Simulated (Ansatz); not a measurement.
## Energy of Co along an even scaling of the cell

System: Co (1 atom in the cell).
Method: Kohn-Sham DFT of a periodic cell, PBE, Ansatz PAW, spin-polarised (Ansatz 0.2.0).

The 5 runs differ only in the geometry, by an even scaling of the cell at fixed fractional positions. The structure derives from a Materials Project entry.

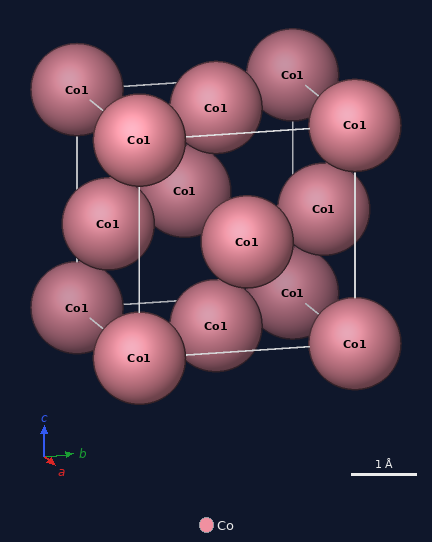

Figure 1. The structure of run 3 (spheres-only view of the cell 4 times as large as that of the calculation, set on its symmetry axes, seen slightly off an axis; atoms are numbered from 1 in the order of the input).

**Input of run 3**
```yaml
crystal:
  lattice:
    - [0.0, 1.744867234, 1.744867234]
    - [1.744867234, 0.0, 1.744867234]
    - [1.744867234, 1.744867234, 0.0]
  atoms:
    - { symbol: Co, position: [0.0, 0.0, 0.0], spin: 2.0 }
hamiltonian:
  xc: pbe
  pseudopotentials: { kind: paw }
magnetization:
  spin_polarized: true
kpoints:
  mp_grid: { grid: [13, 13, 13] }
scf:
  occupations: { method: fermi_dirac, width: 0.05 }
output:
  forces: true
  stress: true
  eigenvalues: true
```

Command:
```bash
ansatz run input.yaml --threads 1 --pin off --max-ram 2560MiB --backend cpu --events-out ev --progress --plain --runs-dir out
```

Lattice vectors (Å) and fractional positions of run 3:
```
   0.000000    1.744867    1.744867
   1.744867    0.000000    1.744867
   1.744867    1.744867    0.000000
Co  0.000000  0.000000  0.000000
```

Run 2 differs from it as follows:
```diff
-    - [0.0, 1.744867234, 1.744867234]
-    - [1.744867234, 0.0, 1.744867234]
-    - [1.744867234, 1.744867234, 0.0]
+    - [0.0, 1.7329157135, 1.7329157135]
+    - [1.7329157135, 0.0, 1.7329157135]
+    - [1.7329157135, 1.7329157135, 0.0]
```

**Results, with one run withheld**

```tsv
run	volume per atom (Å³)	free energy per atom, from the lowest run given (meV)	pressure (GPa)
1	10.191	35.37	17.27
2	10.408	?	?
3	10.625	4.65	5.89
4	10.842	0.00	1.09
5	11.275	8.45	−7.02
```

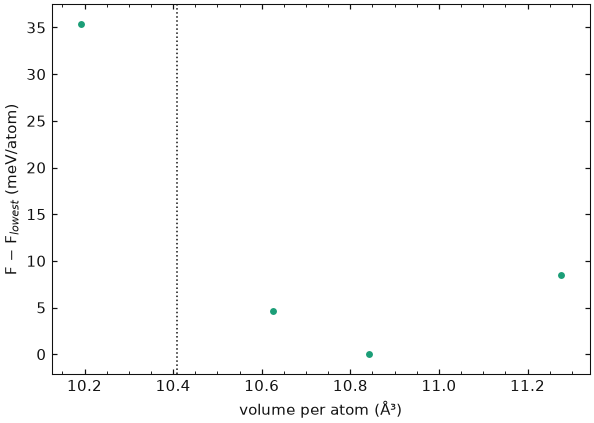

Figure 2. Free energy per atom of the runs given; the dotted line marks run 2.

Fit the runs given and predict run 2.

A quadratic polynomial in V^(−2/3) (the Birch–Murnaghan form), fitted to the 4 runs given, misses them by at most 0.04 meV per atom. With x = V^(−2/3) − 0.20567 Å⁻², it reads F = 1.7882 + 1824.1 x + 4.1323e+05 x² (meV per atom). At run 2 it gives 16.24 meV per atom, and the run itself gives 16.17. The slope of the fit gives a pressure −dF/dV of 11.23 GPa there, and the run prints 11.25 GPa. The fit has its minimum at 10.896 Å³ per atom, where V d²F/dV² gives 224 GPa: the bulk modulus at this level, since symmetry fixes the shape and the positions.

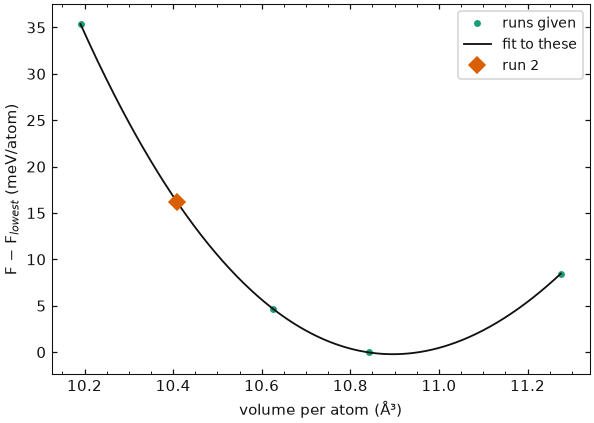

Figure 3. The fit and the withheld run.

**Output, shortened to warnings, some set-up lines, iterations and results (run 2)**
```
Basis set: ecut = 420 eV, 181 PW (Γ), exchange–correlation on 36×36×36 points (8 copies of the dense FFT grid, shifted against one another)
Symmetry: 48 space group operations
k-points: 84 of 2197
Initial density: superposition of atomic densities (chi_scale 0.1, normalization cell)
[...]
SCF iter   1: F=—  HF=-5125.852713 eV  |F-HF|=—  |Δ(HF+E_count)|=         —  Δρ=8.40e-2 (↑8.21e-2 ↓8.40e-2)  dr2=1.58e0  dr2_m=2.68e-2  M=1.674 μB ∫|m|=1.736 μB  β_m=0.30  …
SCF iter   2: F=—  HF=-5125.251609 eV  |F-HF|=—  |Δ(HF+E_count)|=   6.01e-1  Δρ=3.75e-2 (↑3.75e-2 ↓2.24e-2)  dr2=1.32e-1  dr2_m=2.02e-2  M=1.682 μB ∫|m|=1.764 μB  β_m=0.27  …
SCF iter   3: F=—  HF=-5125.528825 eV  |F-HF|=—  |Δ(HF+E_count)|=   2.77e-1  Δρ=1.63e-2 (↑1.63e-2 ↓1.17e-2)  dr2=1.17e-2  dr2_m=1.19e-2  M=1.670 μB ∫|m|=1.758 μB  β_m=0.55  …
SCF iter   4: F=—  HF=-5126.048797 eV  |F-HF|=—  |Δ(HF+E_count)|=   5.20e-1  Δρ=1.29e-2 (↑1.29e-2 ↓1.08e-2)  dr2=3.34e-2  dr2_m=1.13e-3  M=1.641 μB ∫|m|=1.757 μB  β_m=0.77  …
SCF iter   5: F=—  HF=-5126.128810 eV  |F-HF|=—  |Δ(HF+E_count)|=   8.00e-2  Δρ=2.67e-3 (↑2.67e-3 ↓1.93e-3)  dr2=1.23e-3  dr2_m=1.36e-5  M=1.625 μB ∫|m|=1.757 μB  β_m=0.73  …
SCF iter   6: F=—  HF=-5126.128615 eV  |F-HF|=—  |Δ(HF+E_count)|=   1.94e-4  Δρ=4.04e-4 (↑4.04e-4 ↓1.32e-4)  dr2=3.90e-6  dr2_m=6.06e-6  M=1.625 μB ∫|m|=1.757 μB  β_m=0.86  …
SCF iter   7: F=—  HF=-5126.128616 eV  |F-HF|=—  |Δ(HF+E_count)|=   3.09e-7  Δρ=1.51e-4 (↑1.51e-4 ↓4.73e-5)  dr2=7.89e-7  dr2_m=6.34e-7  M=1.625 μB ∫|m|=1.758 μB  β_m=0.79  …
SCF iter   8: F=—  HF=-5126.128616 eV  |F-HF|=—  |Δ(HF+E_count)|=   1.75e-8  Δρ=3.11e-5 (↑3.11e-5 ↓2.57e-5)  dr2=1.33e-7  dr2_m=4.18e-9  M=1.625 μB ∫|m|=1.758 μB  β_m=0.89  …
SCF iter   9: F=—  HF=-5126.128616 eV  |F-HF|=—  |Δ(HF+E_count)|=   1.28e-8  Δρ=2.65e-5 (↑1.53e-5 ↓2.65e-5)  dr2=9.41e-8  dr2_m=3.23e-9  M=1.625 μB ∫|m|=1.758 μB  β_m=0.82  …
SCF iter  10: F=-5126.128616 eV  HF=-5126.128616 eV  |F-HF|=2.48e-8  |Δ(HF+E_count)|=  2.51e-10  Δρ=1.43e-5 (↑9.05e-6 ↓1.43e-5)  dr2=3.11e-8  dr2_m=7.19e-10  M=1.625 μB …
SCF 1 converged in 10 iterations: F = -5126.128616 eV  dr2 = 3.11e-8
SCF converged after 10 iterations
Magnetization: 1.6247 μB (9.3123 up, 7.6877 down)
Absolute magnetization: 1.7585 μB (∫|ρ↑−ρ↓|, with the PAW one-centre terms)
Spin contamination: 0.0231 ħ² per cell (⟨S²⟩ above its minimum at these occupations)
Per-site moments (μB) at R_I (Å): [(1.686418454086117, 1.0109190730984738)]
Free energy (F): -5126.128616 eV
Harris-Foulkes:  -5126.128616 eV  (|F-HF|=2.48e-8)
Internal energy: -5126.120612 eV  (E = F + TS)
E sigma→0 (E₀):  -5126.124614 eV
Entropy (-TS):   -0.008004 eV (-8.004 meV/atom)
Fermi energy:    19.743632 eV
--- Per-component energies (eV) ---
  E_band       = -228.726413
  E_kinetic    = 454.978606
  E_local      = -2772.512121  (includes V_loc(G=0)·N_el)
  E_nonlocal   = 454.061807
  E_hartree    = 1164.719585
  E_xc         = -159.507215
  E_vxc        = -205.871758  (∫ρ·V_xc dr)
  E_paw        = -1515.290627  (= ΣΔE_a)
  E_vpaw       = -488.810030  (= ΣTr[D̂ρ^β])
  E_aug_tail   = 0.000078  (compensation charges beyond the density's cutoff)
  E_ewald      = -2752.570726
  E_smearing   = -0.008004  (= −TS)
  E_closure    = 0.000000  (closes the sum)
  Σ components = -5126.128616   (vs F -5126.128616, Δ=0.00e0)
--- Forces (eV/Å), atoms counted from 1 ---
  atom   1  Co    -0.00000000     0.00000000    -0.00000000
  max |Σ_I F_I| component: 2.30e-31 eV/Å
--- Stress (GPa, compression-positive) ---
       11.248909       0.000000       0.000000
       -0.000000      11.248909      -0.000000
        0.000000      -0.000000      11.248909
  P = ⅓ Tr σ = 11.2489 GPa (112.489 kbar)
```
